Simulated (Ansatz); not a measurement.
System SrCl₂ (space group P-3m1, No. 164); source of the atomic positions: coordinates from a relaxation at fixed volume with DFT PBEsol, scalar-relativistic, plane waves, PAW in Ansatz; the starting structure was generated, so it need not be a known form of this composition.

```cif
data_structure
_symmetry_space_group_name_H-M 'P-3m1'
_symmetry_Int_Tables_number 164
_cell_length_a 4.3702
_cell_length_b 4.3702
_cell_length_c 5.9847
_cell_angle_alpha 90.000
_cell_angle_beta 90.000
_cell_angle_gamma 120.000
_cell_volume 98.99
loop_
_atom_site_label
_atom_site_type_symbol
_atom_site_symmetry_multiplicity
_atom_site_Wyckoff_symbol
_atom_site_fract_x
_atom_site_fract_y
_atom_site_fract_z
_atom_site_occupancy
Sr1 Sr 1 a 0.00000 0.00000 0.00000 1
Cl1 Cl 2 d 0.33333 0.66667 0.23126 1
```

Bonds are taken as Cl–Sr below 3.2 Å. The graph is simplified in the usual way: terminal and isolated atoms are pruned, two-connected atoms become edges.

Derive the underlying net.

The result is a binodal (3,6)-connected, two-periodic (layers) net: Cl is a 3-connected node; Sr is a 6-connected node, in the ratio 2:1. It is the kgd net, known from the layers of CdI2 (1T type). The layers lie parallel to (001).

```json
{"node": "Cl", "links": "3", "point symbol": "4³", "coordination sequence": "3 12 9 24 15"}
{"node": "Sr", "links": "6", "point symbol": "4⁶·6⁶·8³", "coordination sequence": "6 6 18 12 30"}
```

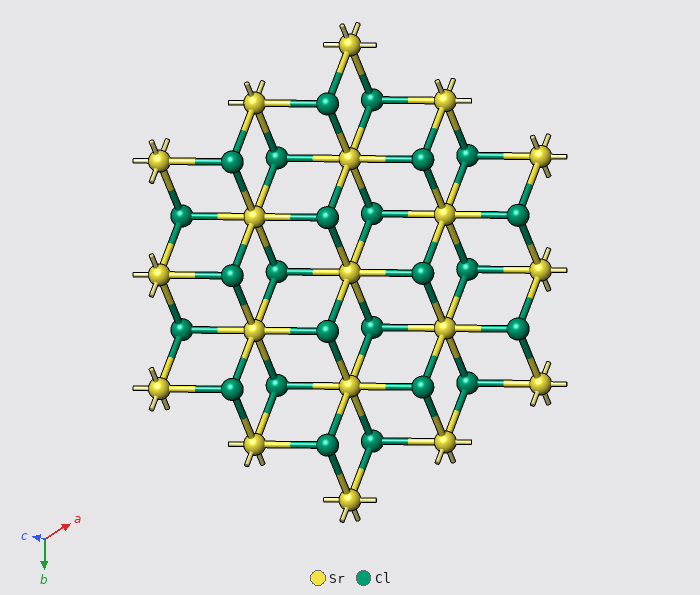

Nodes are coloured by topological kind. One layer is drawn. Short stubs are edges that leave the cut-out.
